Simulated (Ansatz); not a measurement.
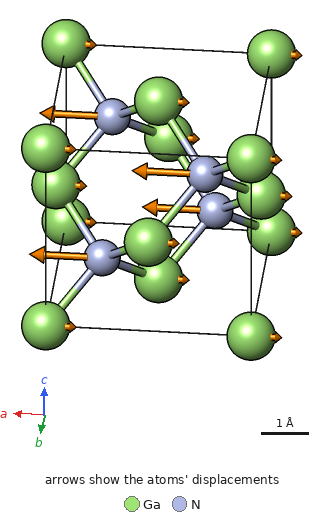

The lowest optical mode of a crystal of GaN relaxed at 2 GPa, space group F-43m (No. 216), at the zone centre. The orange arrows are the displacements of the atoms (eigenvector over the root of the mass), of arbitrary overall length and sign. The picture is a ball-and-stick view of the conventional cell (4 times the calculation's cell), seen from a free direction. Lengths and directions refer to the drawn axes.

All numbers below come from DFT PBEsol, scalar-relativistic, plane waves, PAW (Ansatz). Settings: plane-wave cutoff 420 eV; k-point mesh 10 × 10 × 10; occupations fixed; target pressure 2 GPa; no spin polarisation.

Frequencies are those without the non-analytic (LO–TO) term.

> Is the structure stable against all modes at this point?

Yes: this softest mode has a real frequency, and so have all others here. That speaks for this wave vector alone: the rest of the zone wasn't checked in this run. This is the T₂ mode (triply degenerate; one member of the set is drawn) at 67.6 meV, the only optical level, infrared- and Raman-active by symmetry. The N sublattice moves against the Ga sublattice, along a; the kinetic energy is shared as N 83 %, Ga 17 %. Its infrared intensity is 42 (D/Å)²/amu for the set. The value is the transverse one; the longitudinal partner lies at 720 cm⁻¹.
